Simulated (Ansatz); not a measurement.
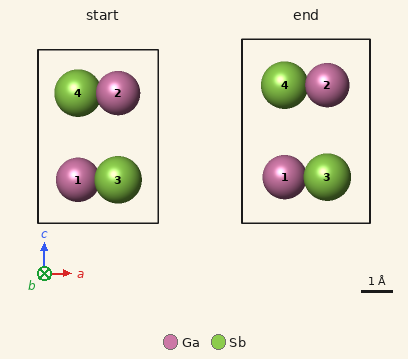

The structure of solid GaSb (built on the h-MgO (five-fold) type) before (left) and after (right) a relaxation, at one scale.

Style: spheres-only. Shown: the cell of the calculation, along the b axis.

Theory: DFT, PBE, plane waves, PAW in Ansatz 0.2.0. Settings: plane-wave cutoff 420 eV; k-point mesh 6 × 6 × 4; occupations fermi dirac; smearing width 0.02 eV; no spin polarisation; cell and atoms relaxed; force threshold 0.005 eV/Å.

**Describe what moved and what it gained.**

No atom moves by more than 0.005 Å relative to the cell. The drawn cell changes as follows: a = b 4.479 → 4.771 Å (+6.5 %), c 5.599 → 5.942 Å (+6.1 %); the volume changes by +20.4 %. Among the contacts that change: Ga1–Sb4 2.799 → 2.971 Å, Ga1–Sb3 2.586 → 2.755 Å. The space group stays P6_3/mmc (No. 194). After 5 accepted moves (7 points after the start) the energy has fallen by 158 meV per atom. All forces vanish by symmetry, so only the cell relaxes. The pressure goes from 12.25 to 0.00 GPa. The SCF was repeated twice at an unchanged geometry on a basis and grid sized afresh for the cell, which shifted the energy by 1.2 meV per atom at most. The run took about 60 core-seconds on a shared host.
